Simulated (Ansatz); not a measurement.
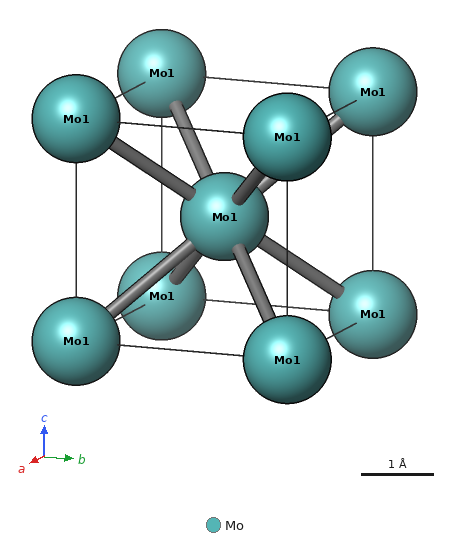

Figure 1. The structure as given in the input (ball-and-stick view of the cell 2 times as large as that of the calculation, set on its symmetry axes, seen slightly off an axis; atoms are numbered from 1 in the order of the input). Near neighbours in the crystal (not all of them lie inside the picture): Mo has 8 Mo at 2.74 Å.

## Two runs on Mo

System: Mo (Im-3m, 1 atom in the cell).
Method of the first run: Kohn-Sham DFT of a periodic cell, PBEsol with D4, all-electron LAPW, scalar-relativistic, no spin polarisation (Ansatz 0.2.0).

The structure derives from a Materials Project entry. Text and figures count atoms from 1; the logs count them from 0 in places.

## Input file, the first run
```yaml
crystal:
  lattice:
    - [-1.5838089719, 1.5838089719, 1.5838089719]
    - [1.5838089719, -1.5838089719, 1.5838089719]
    - [1.5838089719, 1.5838089719, -1.5838089719]
  atoms:
    - { symbol: Mo, position: [0.0, 0.0, 0.0] }
kpoints:
  mp_grid: { grid: [12, 12, 12] }
scf:
  occupations: { method: fermi_dirac, width: 0.05 }
hamiltonian:
  xc: pbesol
  dispersion: d4
  pseudopotentials: { kind: all_electron, lapw: { basis_error: 0.001 } }
output:
  forces: true
  stress: true
relax:
  f_tol: 0.02
  max_steps: 60
  cell: {}
```

Launched with:
```bash
ansatz run input.yaml --threads 1 --pin off --max-ram 3072MiB --backend cpu --events-out ev --progress --plain --runs-dir out
```

Hardware: 1 thread of Arm Neoverse V1, 24 GiB of memory available, shared host.

## Output, shortened to warnings, some set-up lines, iterations and results (the first run)
```
Basis set: ecut = 264.93357717494456 eV, 141 PW (Γ), exchange–correlation at level 2
Symmetry: 48 space group operations
k-points: 72 of 1728
Initial density: superposition of atomic densities (chi_scale 0.1, normalization cell)
[...]
SCF iter   1: F=—  HF=-110120.350222 eV  |F-HF|=—  |Δ(HF+E_count)|=         —  Δρ=6.20e-2  dr2=3.91e-1  ethr=1.30e-3  ⟨swp⟩=2.1  Hψ=8363  notcnv=0
SCF iter   2: F=—  HF=-110119.692098 eV  |F-HF|=—  |Δ(HF+E_count)|=   6.58e-1  Δρ=2.60e-2  dr2=8.15e-2  ethr=1.30e-3  ⟨swp⟩=2.2  Hψ=4250  notcnv=0  defer=1
SCF iter   3: F=—  HF=-110119.665182 eV  |F-HF|=—  |Δ(HF+E_count)|=         —  Δρ=1.50e-2  dr2=3.20e-2  ethr=2.72e-4  ⟨swp⟩=2.0  Hψ=3844  notcnv=0
SCF iter   4: F=—  HF=-110119.662634 eV  |F-HF|=—  |Δ(HF+E_count)|=   2.55e-3  Δρ=5.47e-3  dr2=5.24e-3  ethr=1.07e-4  ⟨swp⟩=2.0  Hψ=3820  notcnv=0
SCF iter   5: F=—  HF=-110119.663157 eV  |F-HF|=—  |Δ(HF+E_count)|=   5.23e-4  Δρ=1.32e-3  dr2=2.58e-4  ethr=8.60e-7  ⟨swp⟩=2.0  Hψ=6720  notcnv=0
[... 29 lines ...]
relax step   5: F+E_penalty+E_count = -110119.69482192 eV  Δ(F+E_penalty+E_count) = -5.427e-6 eV  max|allowed force component| = 0.000e0 eV/Å  Δτ_max = 0.0000 Å  P = -0.002 …
SCF iter   1: F=—  HF=-110119.694823 eV  |F-HF|=—  |Δ(HF+E_count)|=         —  Δρ=4.83e-6  dr2=1.69e-9  ethr=1.42e-11  ⟨swp⟩=7.7  Hψ=9189  notcnv=0  reapply=13
SCF iter   2: F=-110119.694823 eV  HF=-110119.694823 eV  |F-HF|=3.64e-10  |Δ(HF+E_count)|=   8.96e-8  Δρ=2.55e-6  dr2=5.32e-10  ethr=5.65e-12  ⟨swp⟩=2.8  Hψ=4044  notcnv=0
SCF 6 converged in 2 iterations: F = -110119.694823 eV  dr2 = 5.32e-10
relax step   6: F+E_penalty+E_count = -110119.69482270 eV  Δ(F+E_penalty+E_count) = -7.853e-7 eV  max|allowed force component| = 0.000e0 eV/Å  Δτ_max = 0.0000 Å  P = -0.002 …
basis re-selected at this cell: Δ(F+E_penalty+E_count) = -7.853e-7 eV, ΔP = -0.000 GPa vs the last step (what re-selecting the basis moved, after the strain that the cell walked since its last selection, with what the two solves' SCF thresholds leave and, on support functions, any second-order …
SCF converged after 2 iterations
Free energy (F): -110119.694823 eV
Harris-Foulkes:  -110119.694823 eV  (|F-HF|=3.64e-10)
Internal energy: -110119.692641 eV  (E = F + TS)
E sigma→0 (E₀):  -110119.693732 eV
Entropy (-TS):   -0.002182 eV (-2.182 meV/atom)
Fermi energy:    24.134434 eV
--- Per-component energies (eV) ---
  E_band       = -4054.007688
  E_kinetic    = 114108.989667
  E_xc         = -3312.278000
  E_electrostatic = -220916.037671  (all electrons and nuclei)
  E_disp       = -0.366637  (pairwise vdW)
  E_smearing   = -0.002182  (= −TS)
  E_closure    = 0.000000  (closes the sum)
  E_atoms      = -110107.552781  (free atoms, spherical and without spin; not in F)
  Σ components = -110119.694823   (vs F -110119.694823, Δ=0.00e0)
  Basis errors (estimates in eV, not in F): energy 2.5e-4 per atom: plane waves 2.1e-4 (1.2e-4 summed), levels above the bands 1.1e-83, relativity 1.2e-8, radial functions 3.8e-5, core shells 5.6e-7; eigenvalues (radial functions only) 1.4e-6; not estimated: angular momenta, meshes, grids; target …
--- Forces (eV/Å), atoms counted from 1 ---
  atom   1  Mo     0.00000000     0.00000000     0.00000000
  max |Σ_I F_I| component: 4.34e-31 eV/Å
--- Stress (GPa, compression-positive) ---
       -0.002327       0.000000      -0.000000
        0.000000      -0.002327      -0.000000
       -0.000000      -0.000000      -0.002327
  P = ⅓ Tr σ = -0.0023 GPa (-0.023 kbar)
--- Relaxed structure (5 steps of the walk, 4 accepted, 1 SCFs on fresh bases) ---
  F+E_penalty+E_count = -110119.69482270 eV   max|allowed force component| = 0.000e0 eV/Å   (the final SCF, on the basis selected at the relaxed cell)
  cell:  # Å, volume = 15.1345 Å³
    - [-1.5582455620224982, 1.5582455620224984, 1.5582455620224982]
    - [1.5582455620224982, -1.5582455620224984, 1.5582455620224982]
    - [1.5582455620224982, 1.5582455620224984, -1.5582455620224982]
  atoms:
    - { symbol: Mo, position: [0.0, 0.0, 0.0] }
```

The input of the second run differs as follows (lines with − go, lines with + come):
```diff
-  xc: pbesol
-  dispersion: d4
+  xc: blyp
```

What does this change do to the results?

The total energies belong to different models, so their difference says nothing on which is more stable or more accurate. The volume per atom goes from 15.13 to 16.40 Å³. The functional changes from PBEsol to BLYP. The SCF takes 23 iterations over all geometry steps against 27.

## Output, shortened to warnings, some set-up lines, iterations and results (the second run)
```
Basis set: ecut = 264.33584412485953 eV, 141 PW (Γ), exchange–correlation at level 2
Symmetry: 48 space group operations
k-points: 72 of 1728
Initial density: superposition of atomic densities (chi_scale 0.1, normalization cell)
[...]
SCF iter   1: F=—  HF=-110191.368531 eV  |F-HF|=—  |Δ(HF+E_count)|=         —  Δρ=5.15e-2  dr2=2.62e-1  ethr=8.71e-4  ⟨swp⟩=2.3  Hψ=8396  notcnv=0
SCF iter   2: F=—  HF=-110190.915892 eV  |F-HF|=—  |Δ(HF+E_count)|=   4.53e-1  Δρ=1.29e-2  dr2=1.30e-2  ethr=4.34e-5  ⟨swp⟩=2.0  Hψ=7018  notcnv=0
SCF iter   3: F=—  HF=-110190.910319 eV  |F-HF|=—  |Δ(HF+E_count)|=         —  Δρ=5.83e-3  dr2=2.59e-3  ethr=4.34e-5  ⟨swp⟩=2.0  Hψ=4016  notcnv=0
SCF iter   4: F=—  HF=-110190.910828 eV  |F-HF|=—  |Δ(HF+E_count)|=   5.09e-4  Δρ=7.15e-4  dr2=3.34e-5  ethr=8.63e-6  ⟨swp⟩=2.3  Hψ=4003  notcnv=0
SCF iter   5: F=—  HF=-110190.910868 eV  |F-HF|=—  |Δ(HF+E_count)|=   3.97e-5  Δρ=8.75e-5  dr2=5.28e-7  ethr=1.11e-7  ⟨swp⟩=3.0  Hψ=4180  notcnv=0
[... 23 lines ...]
relax step   4: F+E_penalty+E_count = -110190.92337929 eV  Δ(F+E_penalty+E_count) = -1.461e-4 eV  max|allowed force component| = 0.000e0 eV/Å  Δτ_max = 0.0000 Å  P = +0.009 …
SCF iter   1: F=—  HF=-110190.923380 eV  |F-HF|=—  |Δ(HF+E_count)|=         —  Δρ=1.60e-5  dr2=2.85e-8  ethr=1.61e-10  ⟨swp⟩=6.7  Hψ=8427  notcnv=0
SCF iter   2: F=-110190.923379 eV  HF=-110190.923379 eV  |F-HF|=8.83e-9  |Δ(HF+E_count)|=   3.47e-7  Δρ=1.18e-5  dr2=1.68e-8  ethr=9.50e-11  ⟨swp⟩=2.0  Hψ=3973  notcnv=0
SCF 5 converged in 2 iterations: F = -110190.923379 eV  dr2 = 1.68e-8
relax step   5: F+E_penalty+E_count = -110190.92337933 eV  Δ(F+E_penalty+E_count) = -3.741e-8 eV  max|allowed force component| = 0.000e0 eV/Å  Δτ_max = 0.0000 Å  P = +0.009 …
basis re-selected at this cell: Δ(F+E_penalty+E_count) = -3.741e-8 eV, ΔP = -0.000 GPa vs the last step (what re-selecting the basis moved, after the strain that the cell walked since its last selection, with what the two solves' SCF thresholds leave and, on support functions, any second-order …
SCF converged after 2 iterations
Free energy (F): -110190.923379 eV
Harris-Foulkes:  -110190.923379 eV  (|F-HF|=8.83e-9)
Internal energy: -110190.920676 eV  (E = F + TS)
E sigma→0 (E₀):  -110190.922027 eV
Entropy (-TS):   -0.002704 eV (-2.704 meV/atom)
Fermi energy:    22.663678 eV
--- Per-component energies (eV) ---
  E_band       = -4101.841545
  E_kinetic    = 114198.346149
  E_xc         = -3384.102151
  E_electrostatic = -221005.164673  (all electrons and nuclei)
  E_smearing   = -0.002704  (= −TS)
  E_closure    = 0.000000  (closes the sum)
  E_atoms      = -110181.418296  (free atoms, spherical and without spin; not in F)
  Σ components = -110190.923379   (vs F -110190.923379, Δ=0.00e0)
  Basis errors (estimates in eV, not in F): energy 2.7e-4 per atom: plane waves 2.3e-4 (1.3e-4 summed), levels above the bands 9.6e-80, relativity 8.2e-8, radial functions 4.5e-5, core shells 2.5e-7; eigenvalues (radial functions only) 1.5e-6; not estimated: angular momenta, meshes, grids; target …
--- Forces (eV/Å), atoms counted from 1 ---
  atom   1  Mo     0.00000000     0.00000000    -0.00000000
  max |Σ_I F_I| component: 2.05e-31 eV/Å
--- Stress (GPa, compression-positive) ---
        0.008506       0.000000       0.000000
        0.000000       0.008506       0.000000
        0.000000       0.000000       0.008506
  P = ⅓ Tr σ = 0.0085 GPa (0.085 kbar)
--- Relaxed structure (4 steps of the walk, 3 accepted, 1 SCFs on fresh bases) ---
  F+E_penalty+E_count = -110190.92337933 eV   max|allowed force component| = 0.000e0 eV/Å   (the final SCF, on the basis selected at the relaxed cell)
  cell:  # Å, volume = 16.4046 Å³
    - [-1.6006695391622954, 1.6006695391622954, 1.6006695391622954]
    - [1.6006695391622954, -1.6006695391622954, 1.6006695391622954]
    - [1.6006695391622954, 1.6006695391622954, -1.6006695391622954]
  atoms:
    - { symbol: Mo, position: [0.0, 0.0, 0.0] }
```

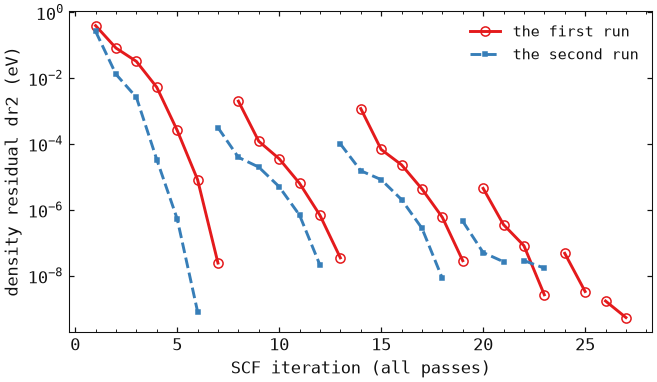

Figure 2. Convergence of the two runs: density residual dr2 against the SCF iteration. A break in a curve parts two SCF passes. The first run takes 27 iterations in all, and the second run takes 23.

## The two runs side by side

| quantity | the first run | the second run |
| --- | --- | --- |
| outcome | converged | converged |
| free energy per atom (eV) | −110119.6948 | −110190.9234 |
| energy per atom, smearing taken to zero (eV) | −110119.6937 | −110190.9220 |
| pressure (GPa) | 0.00 | 0.01 |
| volume per atom (Å³) | 15.13 | 16.40 |
| largest force (eV/Å) | 0.000 | 0.000 |
| SCF iterations | 27 | 23 |
| irreducible k-points | 72 | 72 |
| wall time (shared host) | 23 s | 19 s |
